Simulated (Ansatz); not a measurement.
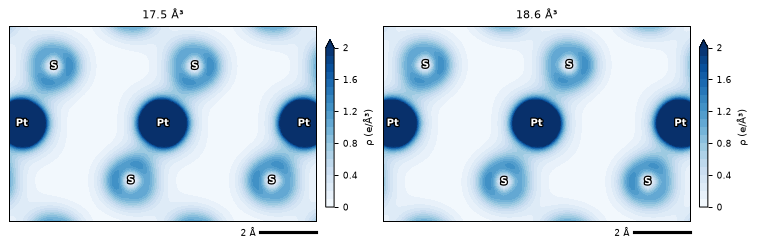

PtS2. The valence charge density (pseudo) of cells scaled evenly to different volumes (given per atom above each panel), on the (110) plane of each (indices in the axes of the cell below), at one length scale and on one colour scale.

Theory: Kohn-Sham DFT of a periodic cell, PBE, Ansatz PAW (Ansatz).

In a PAW calculation such maps are meaningful between the atoms, not at the nuclei.

The largest cell:

```
CELL_PARAMETERS angstrom
3.56667 0.00000 0.00000
-1.78333 3.08882 0.00000
0.00000 0.00000 5.07217
ATOMIC_POSITIONS crystal
Pt 0.00000 0.00000 0.00000
S 0.66667 0.33333 0.77300
S 0.33333 0.66667 0.22700
```

| volume (Å³/atom) | Pt–S contact in the plane (Å) | ρ at its midpoint (e/Å³) | pressure (GPa) | gap on the mesh (eV) | 
| --- | --- | --- | --- | --- |
| 17.53 | 2.312 | 0.776 | 19.5 | 1.06 | 
| 18.26 | 2.344 | ? | ? | ? | 
| 18.63 | 2.359 | 0.710 | 8.2 | 1.00 | 

Q: Estimate the missing row, and compare with the calculation.

A: Over the known rows ln ρ falls by 1.89 per Å of Pt–S distance (the line through the two), which gives 0.730 e/Å³ at 2.344 Å; the calculation gives 0.732 e/Å³. For the pressure, a straight line in volume between the neighbouring rows gives 12.0 GPa; the calculation gives 11.6, lower because pressure rises ever faster on compression. For the gap on the mesh, a straight line in volume between the neighbouring rows gives 1.02 eV; the calculation gives 1.02.
